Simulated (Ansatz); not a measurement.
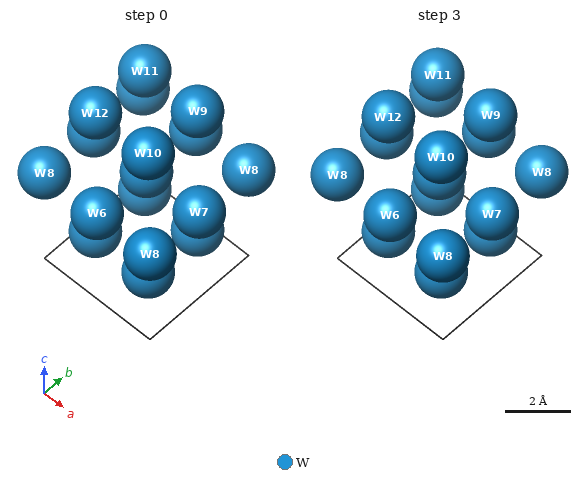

The structure of a slab of composition W (cut from the Im-3m phase) before (left) and after (right) a constrained relaxation, at one scale.

A spheres-only model of the cell of the calculation, outlined in the plane, without the vacuum, seen from a free direction.

Case: clean slab, lower planes held. The slab is the (1 1 0) face of W. 4 atoms are held fixed.

Level of theory: DFT PBE, scalar-relativistic, plane waves, PAW (Ansatz 0.2.0).

Input file:
```yaml
crystal:
  lattice:
    - [5.5140853218, 0.0, 0.0]
    - [-1.8380284406, 5.1987294974, 0.0]
    - [0.0, 0.0, 20.5022318122]
  atoms:
    - { symbol: W, position: [0.25, 0.25, 0.3902014216] }
    - { symbol: W, position: [0.25, 0.75, 0.3902014216] }
    - { symbol: W, position: [0.75, 0.25, 0.3902014216] }
    - { symbol: W, position: [0.75, 0.75, 0.3902014216] }
    - { symbol: W, position: [0.5, 0.5, 0.5] }
    - { symbol: W, position: [0.5, 0.0, 0.5] }
    - { symbol: W, position: [0.0, 0.5, 0.5] }
    - { symbol: W, position: [0.0, 0.0, 0.5] }
    - { symbol: W, position: [0.75, 0.75, 0.6097985784] }
    - { symbol: W, position: [0.75, 0.25, 0.6097985784] }
    - { symbol: W, position: [0.25, 0.75, 0.6097985784] }
    - { symbol: W, position: [0.25, 0.25, 0.6097985784] }
basis:
  ecutwfc: 420
kpoints:
  mp_grid: { grid: [4, 4, 1] }
hamiltonian:
  xc: pbe
scf:
  occupations: { method: gaussian, width: 0.1 }
output:
  forces: true
  eigenvalues: true
  write_density: true
  write_potential: true
  elf: true
  volumetric_format: npy
relax:
  adjacent_minimum: "off"
  f_tol: 0.03
  max_steps: 70
  constraints: [{ sites: [0, 1, 2, 3] }]
efield:
  axis: 3
  dipole_correction: true
  ramp_width: 0.04
```

Run as
```bash
ansatz run input.yaml --threads 4 --pin off --max-ram 10240MiB --backend cpu --events-out ev --progress --plain --runs-dir out
```

> Describe what moved and what it gained.

After 3 geometry steps the energy has fallen by 0.183 eV per cell of the calculation. Largest force component: 0.62 eV/Å at the start, 0.0064 eV/Å at the end. The largest moves, 0.14 Å, are those of W9, W10, W11 and W12. W9 goes along the normal (−c). The lattice vectors keep their values. Some distances before and after: W1–W5 2.757 → 2.699 Å, W1–W6 3.184 → 3.133 Å.
